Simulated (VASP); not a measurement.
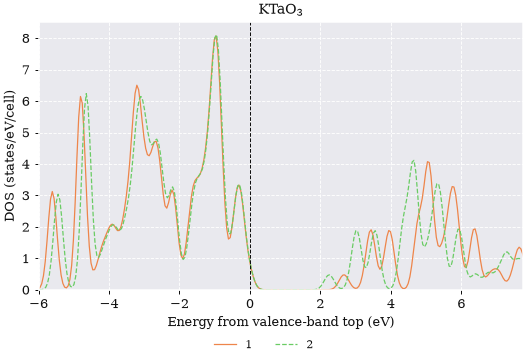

Total densities of states of KTaO₃, space group Pm-3m, 5 atoms in the cell, cubic perovskite type, by two methods on the same cell. The curves are built from the levels of the k mesh with Gaussians 0.3 eV wide, which also blur the band edges. Each is counted from its own valence-band top.

Which curve is which? The methods: PBE (VASP), r2SCAN (VASP).

1 is r2SCAN (VASP); 2 is PBE (VASP). r2SCAN (VASP) gives a gap of 2.59 eV and PBE (VASP) gives a gap of 2.17 eV.

Settings. r2SCAN (VASP): DFT, r2SCAN, plane waves, PAW, 6×6×6 k mesh, 520 eV cutoff, Gaussian smearing of 0.01 eV (VASP 6.6.1). PBE (VASP): DFT, PBE, plane waves, PAW, 6×6×6 k mesh, 520 eV cutoff, Fermi-Dirac smearing of 0.02 eV (VASP 6.6.1).

Spin-orbit coupling is left out, which matters for Ta.
